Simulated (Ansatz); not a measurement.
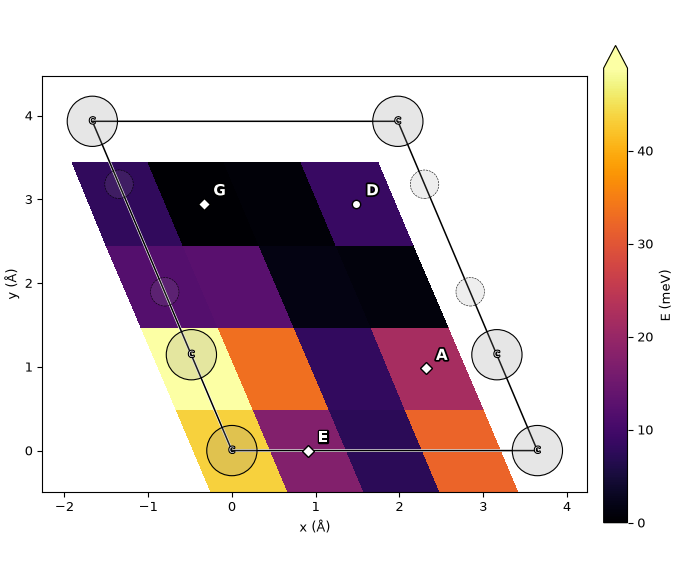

N₂ on a C(110) slab cut from the R-3m phase, its upper half relaxed before the scan (10 atoms of substrate and one adsorbate in a 1 × 1 cell). 
- N2 is moved over the surface cell at a fixed height above a rigid substrate; the origin of the map has the adsorbate above C9; the height is held at 3.20 Å.
- Places are given modulo a cell vector. The map is drawn in real space over the plane of the surface.
- The grid has 4 × 4 points.
- All energies are given in meV relative to the lowest grid point.
- With one adsorbate in each 1 × 1 cell, its nearest image is 3.6 Å away, so neighbouring adsorbates interact. At a fixed height the lowest place need not be the adsorption site.
- Theory: DFT PBE+D3(BJ), scalar-relativistic, plane waves, PAW (Ansatz 0.2.0). Settings: cutoff 420 eV, k-mesh 8×7×1, gaussian smearing 0.05 eV, no spin polarisation.

In the figure: one coloured cell a grid point, labelled circles for the atoms of the top layer and small ones for the second layer, the outline of one cell of the plane, one colour for all values above the top of the scale, lettered points.

### Is A the lowest point of the computed grid?

No. A lies 21.8 meV above the lowest grid point, which is at (1/4, 3/4) of the cell vectors.

### Rank the lettered points by energy, lowest first.

G (0.0 meV), D (8.6 meV), E (17.6 meV), A (21.8 meV).

PAW datasets: the set soft_1.
